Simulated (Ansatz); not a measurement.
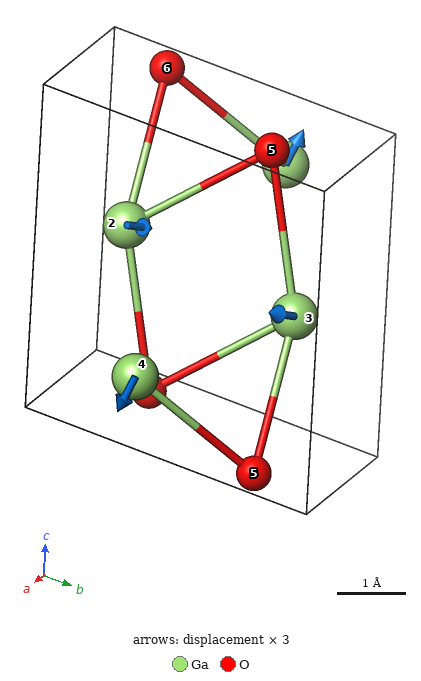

This is a relaxation of crystalline Ga₂O (a generated structure, set up in I4/mcm) (coarse preliminary run). The starting structure is drawn; blue arrows show the displacements (the part carried along by the change of the cell is left out), 3 times their true length.

The picture is a ball-and-stick view of the cell of the calculation, seen slightly off an axis.

Theory: DFT PBE, scalar-relativistic, plane waves, PAW (Ansatz 0.2.0). Settings: plane-wave cutoff 420 eV; k-point mesh 4 × 4 × 4; occupations gaussian; smearing width 0.1 eV; collinear spin; cell and atoms relaxed; force threshold 0.04 eV/Å; at most 70 steps.

What happened in the run?

Over 7 accepted moves (9 points after the start) the energy falls by 1.348 eV per cell of the calculation. The largest force component goes from 0.46 to 0.0016 eV/Å. Pressure: 3.01 GPa at the start and −0.02 GPa at the end. The SCF was repeated twice at an unchanged geometry on a basis and grid sized afresh for the cell, which shifted the energy by 0.110 eV per cell of the calculation at most. The largest moves relative to the cell, 0.21 Å, are those of Ga atoms. O stays in place. The volume changes by +5.6 %, with a = b = c 4.828 → 4.889 Å (+1.2 %), α 104.8° → 112.0°, β 104.8° → 112.0°, γ 119.3° → 104.5°. Among the contacts that change: Ga–O 2.526 → 2.492 Å. The space group stays I4/mcm (No. 140). The program noted that the starting moments weren't kept. The run took 20 s on 1 thread of AMD EPYC 9R45 96-Core Processor (Zen 5), on a shared host, peak memory 0.48 GiB.
